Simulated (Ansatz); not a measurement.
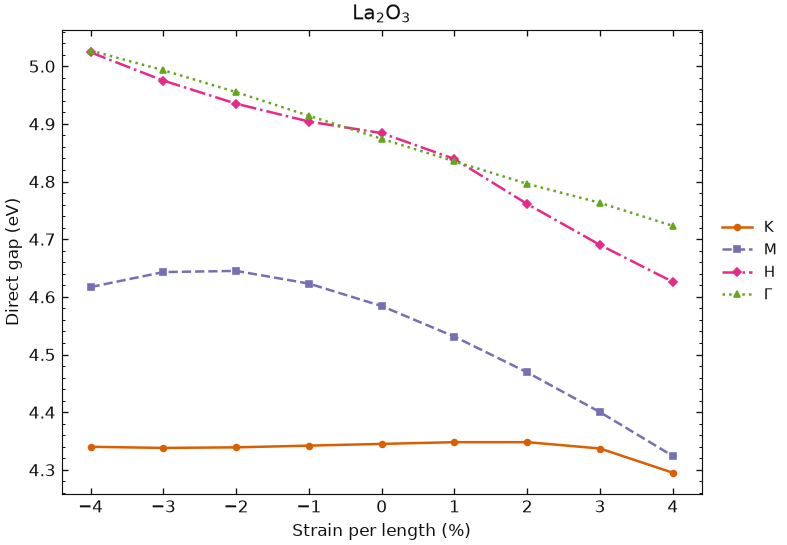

Direct gap at each named k point. The names follow the standardised cell of this lattice; in reduced coordinates of the cell that was run, K is (0.333, 0.333, 0), M is (0.5, 0, 0) and H is (0.333, 0.333, 0.5).

System: La$_{2}$O$_{3}$, space group P-3m1, 5 atoms in the cell, relaxed with r2SCAN; unstrained, a = 3.935 Å, c = 6.126 Å (hexagonal axes). The cell is strained biaxially in the xy plane; the length along z and the atoms are relaxed again with r2SCAN. Points keep the names and reduced coordinates of the unstrained primitive cell. Level of theory: r2SCAN, Ansatz PAW set, no spin polarisation, no spin-orbit coupling, 12×12×4 k mesh, 500 eV cutoff, fixed occupations; code Ansatz.

How does each gap move from −4 % to +4 %?

K falls by 0.04 eV, M goes from 4.62 through a maximum of 4.65 eV near −2 % to 4.32 eV, H falls by 0.39 eV and Γ falls by 0.31 eV.

How fast do these gaps move with strain?

Straight lines through the points have slopes of −48 at H and −38 at Γ (meV for each 1 % of strain). The points bend away from straight lines by up to 0.04 eV, so these are means over the range. No slope is given for K and M, where the curve bends too much.

The values:
| strain | K (eV) | M (eV) | H (eV) | Γ (eV) |
| --- | --- | --- | --- | --- |
| −4 % | 4.34 | 4.62 | 5.02 | 5.03 |
| −3 % | 4.34 | 4.64 | 4.98 | 4.99 |
| −2 % | 4.34 | 4.65 | 4.94 | 4.96 |
| −1 % | 4.34 | 4.62 | 4.90 | 4.91 |
| 0 % | 4.35 | 4.58 | 4.88 | 4.87 |
| +1 % | 4.35 | 4.53 | 4.84 | 4.83 |
| +2 % | 4.35 | 4.47 | 4.76 | 4.80 |
| +3 % | 4.34 | 4.40 | 4.69 | 4.76 |
| +4 % | 4.29 | 4.32 | 4.63 | 4.72 |

The smallest gap over all k points computed is 4.11, 4.19, 4.27, 4.29, 4.23, 4.11, 4.01, 3.90 and 3.81 eV in turn; it lies up to 0.49 eV under the lowest value plotted. Spin-orbit coupling is left out, which matters for La. The PAW data sets were made with another functional. Semilocal functionals put the empty 4f levels of La too low. LDA, GGA and most meta-GGA functionals understate gaps.
